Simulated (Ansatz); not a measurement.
LiNbO3 (space group Pm-3m, No. 221): coordinates from a relaxation with Ansatz 0.2.0, DFT, r2SCAN, plane waves, PAW; the starting structure was generated, so it need not be a known form of this composition.

```
CELL_PARAMETERS angstrom
3.93317 0.00000 0.00000
0.00000 3.93317 0.00000
0.00000 0.00000 3.93317
ATOMIC_POSITIONS crystal
Li 0.00000 0.00000 0.00000
Nb 0.50000 0.50000 0.50000
O 0.50000 0.50000 0.00000
O 0.50000 0.00000 0.50000
O 0.00000 0.50000 0.50000
```

Bonds are taken as Nb–O below 2.2 Å; Li is left out of the net, as the electropositive filling of the structure. Atoms with one bond or none are removed and atoms with two bonds are replaced by edges, until no such atom is left.

Derive the underlying net.

The result is a uninodal 6-connected, three-periodic net: Nb is a 6-connected node. O becomes part of the edges. It is the pcu net, known from NaCl, ReO3 and the B-X framework of perovskite. It is a single net, without interpenetration.

| node | links | point symbol | coordination sequence |
| --- | --- | --- | --- |
| Nb | 6 | 4^12.6^3 | 6 18 38 66 102 146 198 258 |

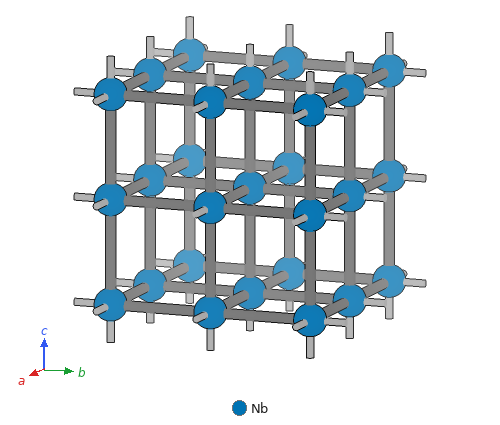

Nodes are coloured by element. Short stubs are edges that leave the cut-out.
